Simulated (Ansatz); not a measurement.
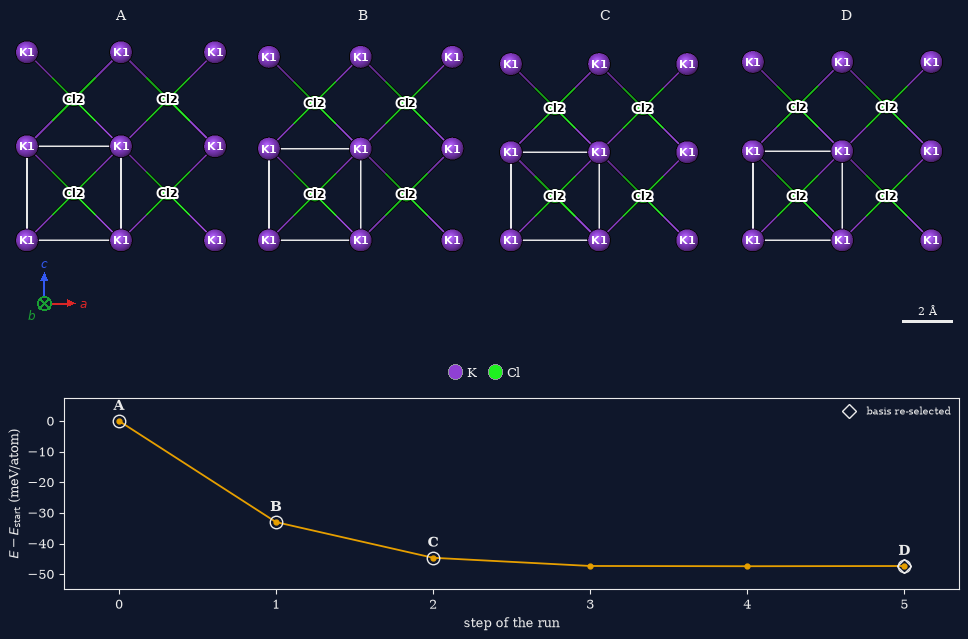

Frames of a relaxation of crystalline KCl (built on the measured structure type), marked on the history of the run. A ball-and-stick model of the cell of the calculation, repeated 2 × 1 × 2 with one cell outlined, seen along the b axis.

Level of theory: Ansatz, DFT, LDA, plane waves, PAW. Settings: plane-wave cutoff 420 eV; k-point mesh 6 × 6 × 6; occupations fermi dirac; smearing width 0.02 eV; no spin polarisation; cell and atoms relaxed; force threshold 0.005 eV/Å.

**Describe the path.**

The atoms keep their places relative to the cell (all moves are under 0.005 Å). The volume changes by −14.7 %, with a = b = c 3.835 → 3.637 Å (−5.2 %). Near-neighbour distances that change, for instance: K1–Cl2 3.321 → 3.149 Å. The space group stays Pm-3m (No. 221). The energy falls by 47.3 meV per atom in 4 accepted moves (5 points after the start). All forces vanish by symmetry, so only the cell relaxes. The pressure goes from −3.11 to −0.01 GPa. At 1 point the geometry stayed and the basis and grid were re-selected for the new cell (energy shift of 0.1 meV per atom at most each time). The run took roughly 4 core-seconds on a shared host. From step 0 to 1: volume −7.2 %, energy −33.0 meV per atom. From step 1 to 2: volume −11.3 %, energy −11.6 meV per atom. From step 2 to 5: volume +3.6 %, energy −2.7 meV per atom.
